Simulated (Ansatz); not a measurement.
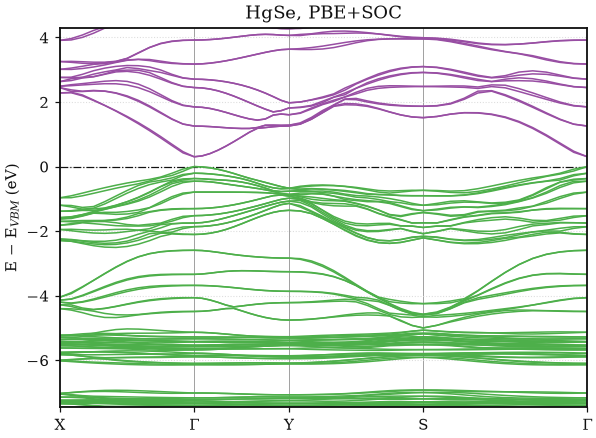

Band structure. Energies are counted from the top of the valence band.

System: a (110) slab cut from HgSe (F-43m), ended by HgSe planes, 10 atoms in the cell.

```yaml
crystal:
  lattice:
    - [4.42666, 0.00000, 0.00000]
    - [0.00000, 6.26024, 0.00000]
    - [0.00000, 0.00000, 23.85332]
  atoms:
    - { symbol: Hg, position: [0.50000, 0.45045, 0.33721] }
    - { symbol: Se, position: [0.00000, 0.25366, 0.30702] }
    - { symbol: Hg, position: [0.00000, 0.02208, 0.40099] }
    - { symbol: Se, position: [0.50000, 0.76975, 0.40939] }
    - { symbol: Hg, position: [0.50000, 0.50370, 0.49999] }
    - { symbol: Se, position: [0.00000, 0.25426, 0.50000] }
    - { symbol: Hg, position: [0.00000, 0.02201, 0.59903] }
    - { symbol: Se, position: [0.50000, 0.76976, 0.59059] }
    - { symbol: Hg, position: [0.50000, 0.45056, 0.66278] }
    - { symbol: Se, position: [0.00000, 0.25376, 0.69299] }
```

Computed with Ansatz 0.2.0: DFT PBE, spin-orbit coupling, plane waves, PAW, 8×6×1 k mesh, 420 eV cutoff.

What does the band structure say about the gap?

The bands leave a gap. The gap along this path is 0.30 eV and direct: both edges lie at Γ.

What are the direct gaps at Γ, Y and X?

The direct gaps are 0.30 eV at Γ, 1.93 eV at Y and 3.25 eV at X.

How much do the top valence band and the lowest conduction band disperse along the path?

The top valence band spans 1.0 eV and the lowest conduction band 2.0 eV.
